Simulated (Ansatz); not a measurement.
**Geometry relaxation of HfN**

System: HfN (2 atoms in the cell).
Method: DFT LDA, scalar-relativistic, plane waves, PAW, no spin polarisation (Ansatz 0.2.0).

The structure derives from a Materials Project entry. It belongs to a series of runs on one base structure; here: all atoms moved at random, sigma 0.4 A a component; relaxed back.

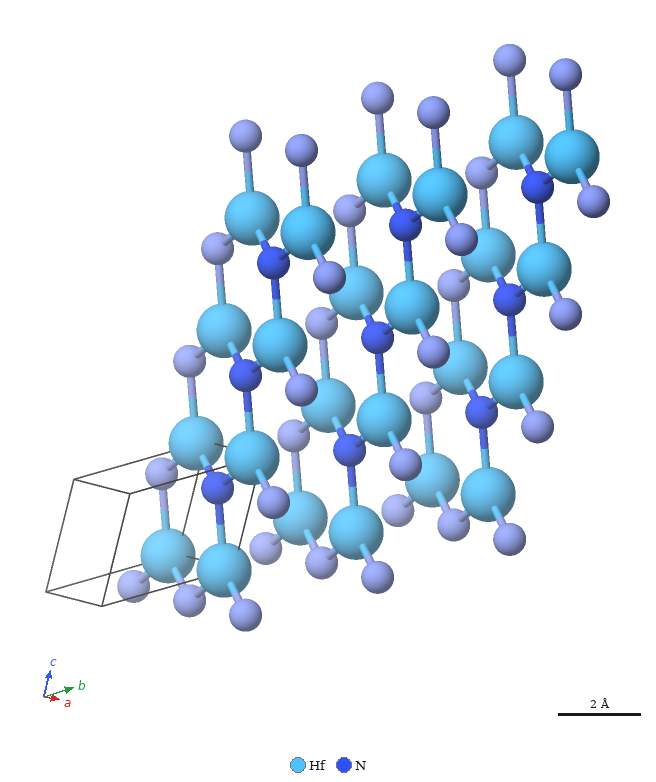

*The input geometry (ball-and-stick view of the cell of the calculation, repeated 1 × 3 × 3, seen slightly off an axis; neighbours outside the cell are drawn fainter). An atom can appear more than once, as a periodic image.*

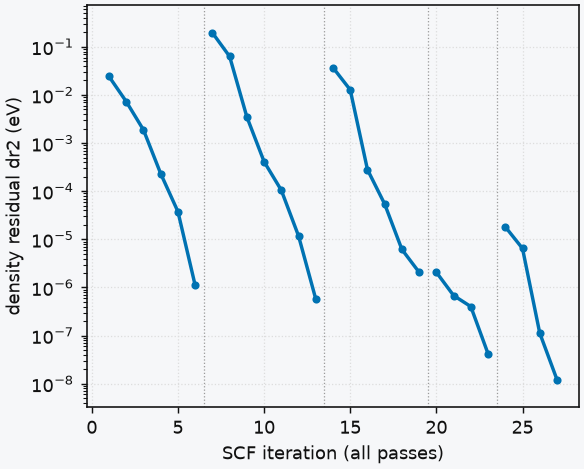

*Convergence of the self-consistent field: density residual dr2 against the SCF iteration. The dotted lines part the SCF passes of the relaxation: geometry steps, rejected trials and re-solves on a re-selected basis.*

The 5 passes take 4 to 7 iterations each, 27 in all.

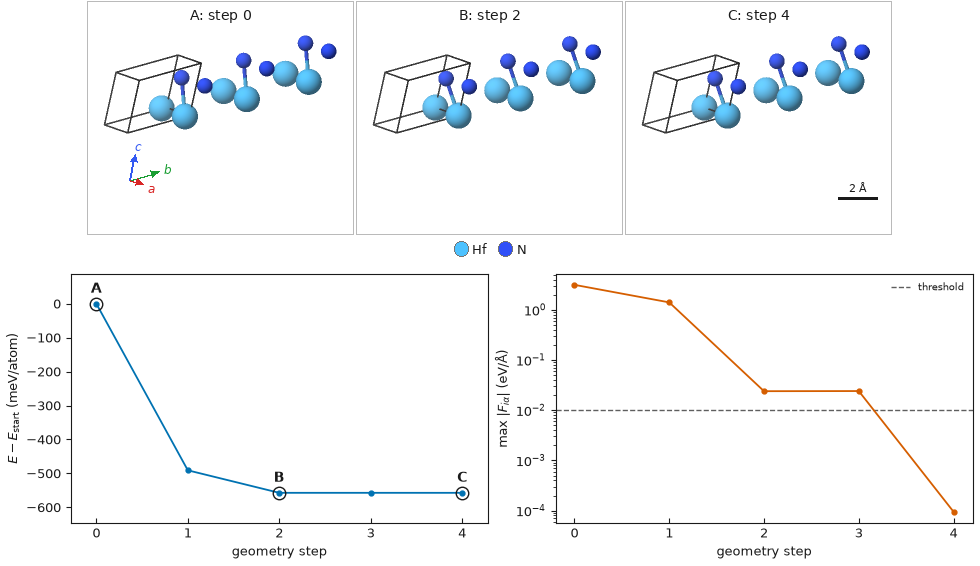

*Frames of the relaxation (ball-and-stick view of the cell of the calculation, repeated 2 × 3 × 1, seen slightly off an axis) above the curves, on which the letters mark them (the first geometry is step 0 here and step 1 in the log).*

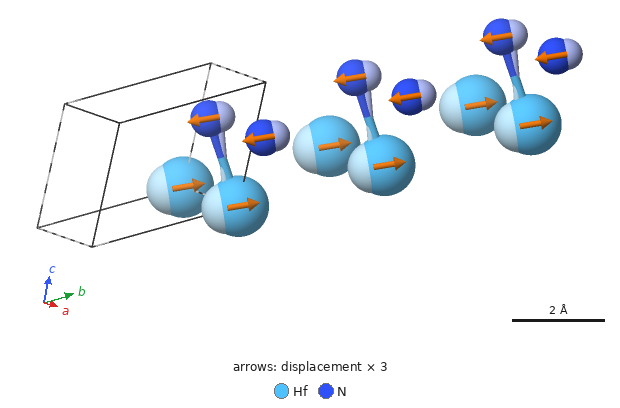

*Start (faint) and end (solid) with the displacements as orange arrows, magnified 3 times (ball-and-stick view of the cell of the calculation, repeated 2 × 3 × 1, seen slightly off an axis).*

The largest moves, 0.24 Å, are those of Hf1 and N2. By element the largest moves are Hf 0.24 Å, N 0.24 Å. The cell doesn't change. Among the contacts that change: Hf1–N2 2.560 → 2.091 Å. Among the angles that change: N2–Hf1–N2 122.2° → 109.5°, Hf1–N2–Hf1 122.2° → 109.5°. The space group (tolerance 0.01 Å) goes from Cm (No. 8) to F-43m (No. 216). Over 4 geometry steps the energy falls by 557 meV per atom. The largest force component goes from 3.1 to under 0.0001 eV/Å. (Atoms are counted from 1 in the order of the input.)

The input and output of the run follow.

Input file
```yaml
crystal:
  lattice:
    - [0.0, 2.4146129775, 2.4146129775]
    - [2.4146129775, 0.0, 2.4146129775]
    - [2.4146129775, 2.4146129775, 0.0]
  atoms:
    - { symbol: Hf, position: [0.014546212, -0.0831942431, 0.0147589464] }
    - { symbol: "N", position: [0.735453788, 0.8331942431, 0.7352410536] }
basis:
  ecutwfc: 420
kpoints:
  mp_grid: { grid: [12, 12, 12] }
hamiltonian:
  xc: lda
scf:
  occupations: { method: gaussian, width: 0.15 }
output:
  forces: true
  stress: true
  eigenvalues: true
relax:
  adjacent_minimum: "off"
  f_tol: 0.01
  max_steps: 80
```

Command:
```bash
ansatz run input.yaml --threads 2 --pin off --max-ram 5120MiB --backend cpu --events-out ev --progress --plain --runs-dir out
```

Output
```
Warning: output.stress: scf.convergence.dr2_threshold = 1e-7 eV (the SCF's general default) is looser than the 2e-10 eV advised for a printed stress (1e-10 eV for each atom of the cell: 2). What an SCF threshold leaves in a stress goes as its square root, and in the free energy as the threshold itself, and one threshold admits the most on a small cell: of the crystals measured, under no hybrid functional and no lock of the moments, on runs that ended without the residual-converged pass, on stresses that held no estimate of that error, the worst erred by over 100 MPa in a component at 1e-7 eV an atom and by under 5 at 1e-10. Every solve of this run answers to scf.convergence.dr2_threshold, and the tensor of one is reported: a single SCF on the reported geometry and on this run's grids (its basis.xc_grid and basis.ecutrho_ratio typed), with scf.convergence.dr2_threshold at 2e-10 eV or tighter, prints it and tightens no other solve. Else set scf.convergence.dr2_threshold to 2e-10 eV or tighter. The threshold is an SCF's pass mark: one that does not reach it within its budget of iterations ends unconverged, or closes short of it on a stop that the run arms, and scf.convergence.dr2_threshold's page says what that costs each kind of run
Engine: ansatz 0.2.0, aarch64-unknown-linux-gnu
Pseudopotentials: kind: paw
Pseudopotential: Hf, paw, valence charge 26, recommended cutoff 420 eV (normal), Hf.paw.azcp
Pseudopotential: N, paw, valence charge 5, recommended cutoff 420 eV (normal), N.paw.azcp
Functional definition: SPW92
  exchange = slater_x
  correlation = pw_c
Crystal: 2 atoms, lattice volume = 28.156 Å³
Basis set: ecut = 420 eV, 537 PW (Γ)
Bands: 20, of which v1, the nominal top of the filled ones, is band 16 counted from 1 (15 counted from 0)
Symmetry: 1 space group operations
Space group: P1 (ITA 1), of the structure as read, at distance tolerance 3.0e-5 Å
k-points: 868 of 1728 (time reversal used)
Non-local potential: Hf, projectors of the file, l = 0: 3, l = 1: 2, l = 2: 2, l = 3: 3
Non-local potential: N, projectors of the file, l = 0: 2, l = 1: 2, l = 2: 1
PAW form: soft (Blöchl's): semilocal exchange-correlation on the pseudo side does not see the compensation charge
PAW frozen core: Hf, regenerated for the run's functional, and the local potential with it (the file was generated under x = pbe(κ = 0.804, μ = 0.2195149727645171), c = pbe(β = 0.06672455060314922))
PAW frozen core: N, regenerated for the run's functional, and the local potential with it (the file was generated under x = pbe(κ = 0.804, μ = 0.2195149727645171), c = pbe(β = 0.06672455060314922))
PAW one-centre angular grid: Hf, 590 points (default); XC on 64 Gauss nodes
PAW one-centre angular grid: N, 110 points (default); XC on 64 Gauss nodes
Initial density: superposition of atomic densities (neutral atoms: chi_scale 0, normalization atom), corrected by the library's trained network
Initial wavefunctions: pseudopotential atomic-orbital guess
Functional: x = slater, c = lda
SCF iter   1: F=—  HF=-15852.779850 eV  |F-HF|=—  |Δ(HF+E_count)|=         —  Δρ=9.89e-3  dr2=2.42e-2  ethr=1.77e-3  ⟨swp⟩=4.3  Hψ=67540  notcnv=0
preconditioner: auto → Kerker (q_TF=auto, 2.772 Å⁻¹)  [metal: Δε(μ)=0.001 eV  Ē_g=18.317 eV  σ=0.150 eV  W_gap=0.00  n_scr=14 (ndim 8)  ℏωp=37.7 eV  f_vac=0.000  D(μ)=0.87/eV (n_scr^D=8)]
SCF iter   2: F=—  HF=-15852.774658 eV  |F-HF|=—  |Δ(HF+E_count)|=   5.19e-3  Δρ=5.35e-3  dr2=7.29e-3  ethr=7.82e-5  ⟨swp⟩=1.9  Hψ=32515  notcnv=0
SCF iter   3: F=—  HF=-15852.773269 eV  |F-HF|=—  |Δ(HF+E_count)|=   1.39e-3  Δρ=2.22e-3  dr2=1.88e-3  ethr=2.35e-5  ⟨swp⟩=2.0  Hψ=23638  notcnv=0  defer=1
SCF iter   4: F=—  HF=-15852.772518 eV  |F-HF|=—  |Δ(HF+E_count)|=   7.51e-4  Δρ=8.97e-4  dr2=2.32e-4  ethr=6.07e-6  ⟨swp⟩=2.0  Hψ=28940  notcnv=0  defer=1
SCF iter   5: F=—  HF=-15852.772448 eV  |F-HF|=—  |Δ(HF+E_count)|=   7.04e-5  Δρ=4.01e-4  dr2=3.77e-5  ethr=7.47e-7  ⟨swp⟩=2.0  Hψ=27817  notcnv=0  defer=1
SCF iter   6: F=-15852.772438 eV  HF=-15852.772438 eV  |F-HF|=3.73e-7  |Δ(HF+E_count)|=   9.08e-6  Δρ=7.86e-5  dr2=1.11e-6  ethr=8.06e-9  ⟨swp⟩=4.6  Hψ=93128  notcnv=0
SCF 1 converged in 6 iterations: F = -15852.772438 eV  dr2 = 1.11e-6
  greatest PAW one-centre occupation: 0.998 electrons in one spin orbital (limit 2), on the Hf atom at site 0 (counted from 0), in its partial waves of l = 3
relax step   1: F+E_penalty+E_count = -15852.77243811 eV  Δ(F+E_penalty+E_count) = +0.000e0 eV  max|allowed force component| = 3.135e0 eV/Å  Δτ_max = 0.0000 Å  (6 SCF iters, dr2 threshold 2.50e-6 eV, accepted)
Initial density: handed on by an earlier stage of this run
Initial wavefunctions: those handed on with the density
iter 1 solved again at ethr=6.29e-4 eV; its pass at ethr=3.10e-3 eV (dr2=1.95e-1 eV) is discarded
SCF iter   1: F=—  HF=-15853.823794 eV  |F-HF|=—  |Δ(HF+E_count)|=         —  Δρ=3.86e-2  dr2=1.96e-1  ethr=6.29e-4  ⟨swp⟩=1.1  Hψ=92505  notcnv=0  defer=55
preconditioner: auto → Kerker (q_TF=auto, 2.772 Å⁻¹)  [metal: Δε(μ)=0.010 eV  Ē_g=18.357 eV  σ=0.150 eV  W_gap=0.04  n_scr=14 (ndim 8)  ℏωp=37.7 eV  f_vac=0.008  D(μ)=0.72/eV (n_scr^D=0)]
SCF iter   2: F=—  HF=-15853.776854 eV  |F-HF|=—  |Δ(HF+E_count)|=   4.69e-2  Δρ=2.09e-2  dr2=6.32e-2  ethr=6.29e-4  ⟨swp⟩=2.0  Hψ=19890  notcnv=0  defer=55
SCF iter   3: F=—  HF=-15853.755064 eV  |F-HF|=—  |Δ(HF+E_count)|=   2.18e-2  Δρ=3.55e-3  dr2=3.51e-3  ethr=2.04e-4  ⟨swp⟩=2.0  Hψ=25684  notcnv=0  defer=65
SCF iter   4: F=—  HF=-15853.754191 eV  |F-HF|=—  |Δ(HF+E_count)|=   8.73e-4  Δρ=1.47e-3  dr2=4.12e-4  ethr=1.13e-5  ⟨swp⟩=2.0  Hψ=29052  notcnv=0  defer=166
SCF iter   5: F=—  HF=-15853.754148 eV  |F-HF|=—  |Δ(HF+E_count)|=   4.27e-5  Δρ=6.58e-4  dr2=1.05e-4  ethr=1.33e-6  ⟨swp⟩=2.4  Hψ=31959  notcnv=0  defer=188
SCF iter   6: F=—  HF=-15853.754061 eV  |F-HF|=—  |Δ(HF+E_count)|=   8.74e-5  Δρ=2.31e-4  dr2=1.18e-5  ethr=3.23e-7  ⟨swp⟩=5.3  Hψ=99198  notcnv=0
SCF iter   7: F=-15853.754059 eV  HF=-15853.754059 eV  |F-HF|=2.29e-7  |Δ(HF+E_count)|=   1.65e-6  Δρ=5.17e-5  dr2=5.76e-7  ethr=3.80e-8  ⟨swp⟩=6.1  Hψ=79533  notcnv=0
SCF 2 converged in 7 iterations: F = -15853.754059 eV  dr2 = 5.76e-7
relax step   2: F+E_penalty+E_count = -15853.75405897 eV  Δ(F+E_penalty+E_count) = -9.816e-1 eV  max|allowed force component| = 1.403e0 eV/Å  Δτ_max = 0.1822 Å  (7 SCF iters, dr2 threshold 1.00e-4 eV, accepted)
SCF iter   1: F=—  HF=-15853.902933 eV  |F-HF|=—  |Δ(HF+E_count)|=         —  Δρ=1.60e-2  dr2=3.70e-2  ethr=8.83e-4  ⟨swp⟩=4.3  Hψ=57155  notcnv=0  defer=128
preconditioner: auto → Kerker (q_TF=auto, 2.772 Å⁻¹)  [metal: Δε(μ)=0.028 eV  Ē_g=18.428 eV  σ=0.150 eV  W_gap=0.11  n_scr=14 (ndim 8)  ℏωp=37.7 eV  f_vac=0.009  D(μ)=1.01/eV (n_scr^D=8)]
SCF iter   2: F=—  HF=-15853.892220 eV  |F-HF|=—  |Δ(HF+E_count)|=   1.07e-2  Δρ=8.66e-3  dr2=1.28e-2  ethr=1.19e-4  ⟨swp⟩=1.0  Hψ=24319  notcnv=0  defer=113
SCF iter   3: F=—  HF=-15853.886804 eV  |F-HF|=—  |Δ(HF+E_count)|=   5.42e-3  Δρ=1.13e-3  dr2=2.82e-4  ethr=4.14e-5  ⟨swp⟩=2.0  Hψ=27043  notcnv=0  defer=113
SCF iter   4: F=—  HF=-15853.886763 eV  |F-HF|=—  |Δ(HF+E_count)|=   4.10e-5  Δρ=4.82e-4  dr2=5.41e-5  ethr=3.23e-7  ⟨swp⟩=6.5  Hψ=101374  notcnv=0
SCF iter   5: F=—  HF=-15853.886746 eV  |F-HF|=—  |Δ(HF+E_count)|=   1.70e-5  Δρ=1.43e-4  dr2=6.17e-6  ethr=1.75e-7  ⟨swp⟩=7.1  Hψ=88667  notcnv=0
SCF iter   6: F=-15853.886741 eV  HF=-15853.886744 eV  |F-HF|=3.35e-6  |Δ(HF+E_count)|=   2.14e-6  Δρ=8.53e-5  dr2=2.07e-6  ethr=1.99e-8  ⟨swp⟩=5.9  Hψ=80224  notcnv=0
SCF 3 converged in 6 iterations: F = -15853.886741 eV  dr2 = 2.07e-6
relax step   3: F+E_penalty+E_count = -15853.88674065 eV  Δ(F+E_penalty+E_count) = -1.327e-1 eV  max|allowed force component| = 2.391e-2 eV/Å  Δτ_max = 0.0681 Å  (6 SCF iters, dr2 threshold 1.00e-4 eV, accepted)
iter 1 solved again at ethr=6.67e-9 eV; its pass at ethr=3.10e-3 eV (dr2=2.07e-6 eV) is discarded
SCF iter   1: F=—  HF=-15853.886744 eV  |F-HF|=—  |Δ(HF+E_count)|=         —  Δρ=8.53e-5  dr2=2.07e-6  ethr=6.67e-9  ⟨swp⟩=1.0  Hψ=55801  notcnv=0
preconditioner: auto → Kerker (q_TF=auto, 2.772 Å⁻¹)  [metal: Δε(μ)=0.044 eV  Ē_g=18.439 eV  σ=0.150 eV  W_gap=0.16  n_scr=14 (ndim 8)  ℏωp=37.7 eV  f_vac=0.008  D(μ)=1.01/eV (n_scr^D=8)]
SCF iter   2: F=—  HF=-15853.886743 eV  |F-HF|=—  |Δ(HF+E_count)|=   9.92e-7  Δρ=4.52e-5  dr2=6.81e-7  ethr=6.67e-9  ⟨swp⟩=2.0  Hψ=30618  notcnv=0
SCF iter   3: F=—  HF=-15853.886743 eV  |F-HF|=—  |Δ(HF+E_count)|=   1.39e-7  Δρ=3.37e-5  dr2=4.01e-7  ethr=2.20e-9  ⟨swp⟩=2.0  Hψ=23223  notcnv=0
SCF iter   4: F=-15853.886743 eV  HF=-15853.886743 eV  |F-HF|=1.78e-8  |Δ(HF+E_count)|=   6.17e-8  Δρ=1.10e-5  dr2=4.20e-8  ethr=3.23e-10  ⟨swp⟩=3.3  Hψ=68794  notcnv=0
SCF 4 converged in 4 iterations: F = -15853.886743 eV  dr2 = 4.20e-8
relax step   4: F+E_penalty+E_count = -15853.88674278 eV  Δ(F+E_penalty+E_count) = -2.137e-6 eV  max|allowed force component| = 2.405e-2 eV/Å  Δτ_max = 0.0000 Å  (4 SCF iters, accepted)
SCF iter   1: F=—  HF=-15853.886801 eV  |F-HF|=—  |Δ(HF+E_count)|=         —  Δρ=3.48e-4  dr2=1.82e-5  ethr=5.41e-7  ⟨swp⟩=2.0  Hψ=41342  notcnv=0
preconditioner: auto → Kerker (q_TF=auto, 2.772 Å⁻¹)  [metal: Δε(μ)=0.050 eV  Ē_g=18.438 eV  σ=0.150 eV  W_gap=0.18  n_scr=14 (ndim 8)  ℏωp=37.7 eV  f_vac=0.008  D(μ)=1.01/eV (n_scr^D=8)]
SCF iter   2: F=—  HF=-15853.886795 eV  |F-HF|=—  |Δ(HF+E_count)|=   5.80e-6  Δρ=1.89e-4  dr2=6.47e-6  ethr=5.87e-8  ⟨swp⟩=1.0  Hψ=24304  notcnv=0
SCF iter   3: F=—  HF=-15853.886792 eV  |F-HF|=—  |Δ(HF+E_count)|=   2.73e-6  Δρ=2.29e-5  dr2=1.13e-7  ethr=2.09e-8  ⟨swp⟩=2.0  Hψ=27009  notcnv=0
SCF iter   4: F=-15853.886792 eV  HF=-15853.886792 eV  |F-HF|=1.12e-8  |Δ(HF+E_count)|=   1.95e-8  Δρ=6.32e-6  dr2=1.22e-8  ethr=3.23e-10  ⟨swp⟩=5.5  Hψ=73673  notcnv=0
SCF 5 converged in 4 iterations: F = -15853.886792 eV  dr2 = 1.22e-8
relax step   5: F+E_penalty+E_count = -15853.88679244 eV  Δ(F+E_penalty+E_count) = -4.966e-5 eV  max|allowed force component| = 9.501e-5 eV/Å  Δτ_max = 0.0015 Å  (4 SCF iters, accepted)
SCF converged after 4 iterations
Free energy (F): -15853.886792 eV
Harris-Foulkes:  -15853.886792 eV  (|F-HF|=1.12e-8)
Internal energy: -15853.875445 eV  (E = F + TS)
E sigma→0 (E₀):  -15853.881119 eV
Entropy (-TS):   -0.011347 eV (-5.674 meV/atom)
Fermi energy:    18.473468 eV
--- Per-component energies (eV) ---
  E_band       = 26.918358
  E_kinetic    = 556.635093
  E_local      = -5532.554733  (includes V_loc(G=0)·N_el)
  E_nonlocal   = -1184.516062
  E_hartree    = 2569.049399
  E_xc         = -357.690070
  E_vxc        = -343.473914  (∫ρ·V_xc dr)
  E_paw        = -6804.793398  (= ΣΔE_a)
  E_vpaw       = 1392.726743  (= ΣTr[D̂ρ^β])
  E_aug_tail   = 0.000088  (compensation charges beyond the density's cutoff)
  E_ewald      = -5102.543048
  E_core_change = 2.537287  (= ΣΔE_core)
  E_smearing   = -0.011347  (= −TS)
  E_closure    = 0.000000  (closes the sum)
  Σ components = -15853.886792   (vs F -15853.886792, Δ=0.00e0)
--- Forces (eV/Å), atoms counted from 1 ---
  atom   1  Hf     0.00005606    -0.00005376     0.00005594
  atom   2  N     -0.00013395     0.00005976    -0.00013382
  max |Σ_I F_I| component: 7.79e-5 eV/Å
--- Stress (GPa, compression-positive) ---
        0.118978       0.000741      -0.000332
        0.000741       0.118980       0.000742
       -0.000332       0.000742       0.118978
  P = ⅓ Tr σ = 0.1190 GPa (1.190 kbar)
--- Band table (eV; the first three rows and the last of 868) ---
  k-point 0: bands = ["-43.8634", "-12.4470", "-12.4470", "-12.4470", "2.1352", "6.1467", "6.1467", "6.1467", "6.2292", "6.2292", "6.2292", "6.3018", "12.7875", "12.7876", "12.7876", "18.0164", "20.6872", "20.6872", "25.3283", "25.3284"]
  k-point 1: bands = ["-43.8616", "-12.4882", "-12.4522", "-12.4522", "2.2282", "6.1471", "6.1487", "6.1487", "6.2258", "6.2258", "6.2293", "6.3063", "12.6371", "12.8438", "12.8439", "18.3900", "20.5626", "20.5626", "25.1365", "25.5146"]
  k-point 2: bands = ["-43.8567", "-12.5985", "-12.4664", "-12.4664", "2.4760", "6.1490", "6.1538", "6.1538", "6.2171", "6.2172", "6.2296", "6.3163", "12.3577", "12.9892", "12.9892", "19.2740", "20.3408", "20.3408", "24.7181", "25.8158"]
  k-point 867: bands = ["-43.8364", "-13.0237", "-12.5238", "-12.5238", "3.3652", "6.1594", "6.1594", "6.1860", "6.2031", "6.2031", "6.2308", "6.2825", "12.6650", "13.4116", "13.4116", "20.1029", "21.2404", "21.2405", "22.9038", "23.9649"]
--- Relaxed structure (5 steps of the walk, 5 accepted, 0 SCFs on fresh bases) ---
  F+E_penalty+E_count = -15853.88679244 eV   max|allowed force component| = 9.501e-5 eV/Å
  atoms:
    - { symbol: Hf, position: [5.043040420939657e-7, -2.0098623567921552e-6, 5.02026637396606e-7] }
    - { symbol: N, position: [0.749999495695958, 0.7500020098623569, 0.7499994979733626] }
```

Trajectory as extended XYZ (Å, eV, eV/Å), 5 frames, from step=1 to step=5
```
2
Lattice="0.0000 2.4146 2.4146 2.4146 0.0000 2.4146 2.4146 2.4146 0.0000" Properties=species:S:1:pos:R:3:forces:R:3 step=1 energy=-15852.77244
Hf   -0.1652    0.0708   -0.1658    3.1189   2.3225   3.1351
N     3.7872    3.5512    3.7877   -3.1195  -2.3221  -3.1358
2
Lattice="0.0000 2.4146 2.4146 2.4146 0.0000 2.4146 2.4146 2.4146 0.0000" Properties=species:S:1:pos:R:3:forces:R:3 step=2 energy=-15853.75406
Hf   -0.0488   -0.0068   -0.0490    1.3978   0.5510   1.4029
N     3.6707    3.6287    3.6710   -1.3978  -0.5507  -1.4029
2
Lattice="0.0000 2.4146 2.4146 2.4146 0.0000 2.4146 2.4146 2.4146 0.0000" Properties=species:S:1:pos:R:3:forces:R:3 step=3 energy=-15853.88674
Hf   -0.0010    0.0001   -0.0010    0.0233  -0.0029   0.0233
N     3.6229    3.6218    3.6229   -0.0245   0.0025  -0.0245
2
Lattice="0.0000 2.4146 2.4146 2.4146 0.0000 2.4146 2.4146 2.4146 0.0000" Properties=species:S:1:pos:R:3:forces:R:3 step=4 energy=-15853.88674
Hf   -0.0010    0.0001   -0.0010    0.0240  -0.0026   0.0240
N     3.6229    3.6218    3.6229   -0.0241   0.0026  -0.0241
2
Lattice="0.0000 2.4146 2.4146 2.4146 0.0000 2.4146 2.4146 2.4146 0.0000" Properties=species:S:1:pos:R:3:forces:R:3 step=5 energy=-15853.88679
Hf    0.0000    0.0000    0.0000    0.0001  -0.0001   0.0001
N     3.6219    3.6219    3.6219   -0.0001   0.0001  -0.0001
```

Results in brief

```json
{"quantity": "outcome", "value": "converged"}
{"quantity": "space group (tolerance 0.01 Å)", "value": "Cm (8) → F-43m (216)"}
{"quantity": "electrons treated", "value": "31"}
{"quantity": "free energy", "value": "−15853.8868 eV"}
{"quantity": "Fermi energy", "value": "18.473 eV"}
{"quantity": "gap on the k-point mesh", "value": "none (metallic)"}
{"quantity": "pressure", "value": "0.12 GPa"}
{"quantity": "final volume", "value": "28.16 Å³"}
{"quantity": "largest force (length of the vector) at the end", "value": "under 0.001 eV/Å"}
{"quantity": "final cell", "value": "a = 3.415 Å, b = 3.415 Å, c = 3.415 Å, α = 60.00°, β = 60.00°, γ = 60.00°"}
{"quantity": "hardware", "value": "2 threads of Arm Neoverse V2, 24 GiB of memory available, shared host"}
{"quantity": "wall time", "value": "1.9 min (CPU time 3.7 min)"}
{"quantity": "peak memory", "value": "0.78 GiB"}
```

Warnings of the run: the SCF threshold is looser than advised for the printed stress. Spin–orbit coupling is left out, which matters for Hf. The cell holds an odd number of electrons but the run has no spin polarisation, so a band is left half filled.
